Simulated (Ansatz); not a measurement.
Input

```
crystal:
  lattice:
    - [0.0, 2.5575, 2.5575]
    - [2.5575, 0.0, 2.5575]
    - [2.5575, 2.5575, 0.0]
  atoms:
    - { symbol: Hf, position: [0.0, 0.0, 0.0] }
    - { symbol: O, position: [0.2584655465, 0.2584655465, 0.2584655465] }
    - { symbol: O, position: [0.7415344535, 0.7415344535, 0.7415344535] }
basis:
  ecutwfc: 420
kpoints:
  mp_grid: { grid: [8, 8, 8] }
hamiltonian:
  xc: pbe
scf:
  occupations: { method: gaussian, width: 0.05 }
output:
  forces: true
  stress: true
  eigenvalues: true
  write_density: true
  write_potential: true
  elf: true
  volumetric_format: npy
```

Run with:

```sh
ansatz run input.yaml --threads 2 --pin off --max-ram 5120MiB --backend cpu --events-out ev --progress --plain --runs-dir out
```

Below, planes, directions and counts refer to the conventional cell (a = 3.62 Å, b = 3.62 Å, c = 8.86 Å, α = 90.00°, β = 90.00°, γ = 120.00°).

Space group R-3m; not relaxed (largest force 1.2 eV/Å).

All numbers below come from DFT PBE, scalar-relativistic, plane waves, PAW (Ansatz 0.2.0).

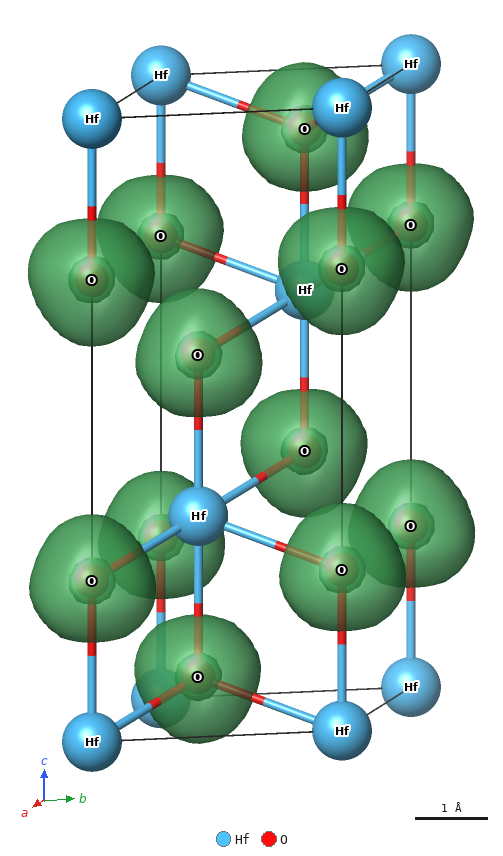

HfO$_{2}$. Isosurface of the ELF at 0.65 (green), seen slightly off an axis. Core shells and regions of very low density are left out. Sticks mark near contacts.

Describe the localisation domains.

The ELF exceeds this value in six regions wrapped around O (the valence shell of each), counted in one cell of 9 atoms. Regions shared between cells count once. Along the contacts the grid gives the following. Hf–O (2.19 Å): the ELF peaks at about 0.85 in the valence shell of O, 0.6 Å from its nucleus, and drops to about 0.15 between the two atoms; no localised pair shows between them. Hf–O (2.29 Å): the ELF peaks at about 0.85 in the valence shell of O, 0.7 Å from its nucleus, and drops to about 0.15 between the two atoms; no localised pair shows between them.
